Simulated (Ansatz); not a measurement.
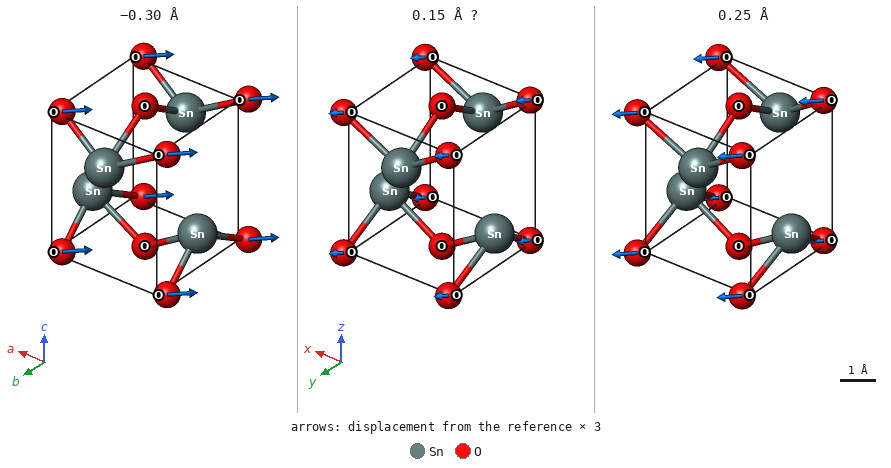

A crystal of SnO (P4/nmm): an O atom (one in each cell of 4 atoms) is moved along Cartesian [1 1 0], all else fixed. A ball-and-stick model of the cell of the calculation, seen from a free direction. Blue arrows: displacements from the reference.

These are results of DFT PBE+D3(BJ), scalar-relativistic, plane waves, PAW (Ansatz), not measurements. Settings: plane-wave cutoff 420 eV; k-point mesh 12 × 12 × 10; occupations gaussian; smearing width 0.15 eV; no spin polarisation. Energies (free energies at the smearing named) are counted from the relaxed crystal.

```tsv
displacement (Å)	E − E(ref) (meV/cell)
−0.30	360
−0.10	38
0.00	0
0.15	?
0.20	156
0.25	246
```

Question: Fill in the missing row.

Answer: A straight line between the two neighbours gives 117 meV/cell. A cubic through the four nearest rows (−0.10, 0.00, 0.20, 0.25) gives, with Lagrange weights, (−0.0714)(38) + (0.2500)(0) + (1.2500)(156) + (−0.4286)(246) = 87 meV/cell. The calculation gives 87 meV/cell, so the cubic is right to the digits shown and the straight line 30 meV/cell too high, as the curve bends upwards here.

The whole profile:

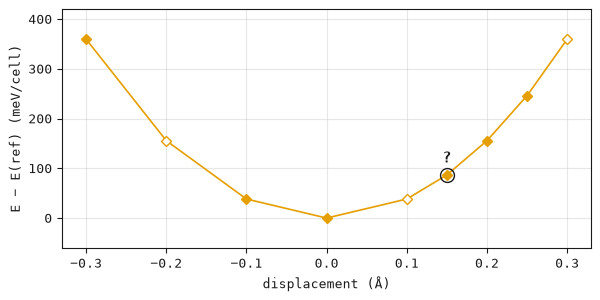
